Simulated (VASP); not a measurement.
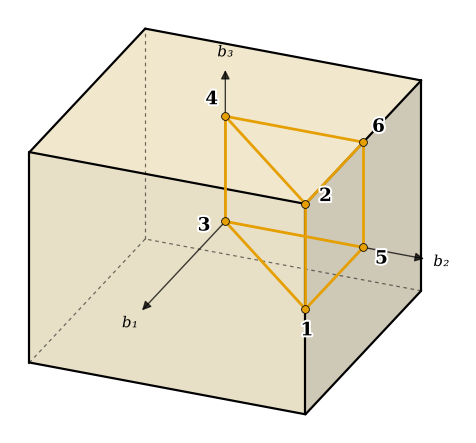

The first Brillouin zone of a primitive tetragonal lattice (tP; extended symbol tP1) is drawn with its special points numbered. Crystal: SnO, the end point of a relaxation with VASP Kohn-Sham DFT of a periodic cell, optB88-vdW, VASP PAW PBE potentials, recommended (VASP 6.6.1). Geometry calculated from the standardised cell; symmetry tolerance 0.002 Å.

a = 3.858 Å, b = 3.858 Å, c = 4.908 Å, α = 90.00°, β = 90.00°, γ = 90.00°.

Labels and path follow the convention of Hinuma et al. (2017), as computed by seekpath; the arrows show the directions of the reciprocal primitive vectors b₁, b₂, b₃, in which coordinates are given.

Q: Give the label and coordinates of each numbered point.

A:
```json
{"no.": "1", "label": "M", "coordinates": "(1/2, 1/2, 0)"}
{"no.": "2", "label": "A", "coordinates": "(1/2, 1/2, 1/2)"}
{"no.": "3", "label": "Γ", "coordinates": "(0, 0, 0)"}
{"no.": "4", "label": "Z", "coordinates": "(0, 0, 1/2)"}
{"no.": "5", "label": "X", "coordinates": "(0, 1/2, 0)"}
{"no.": "6", "label": "R", "coordinates": "(0, 1/2, 1/2)"}
```
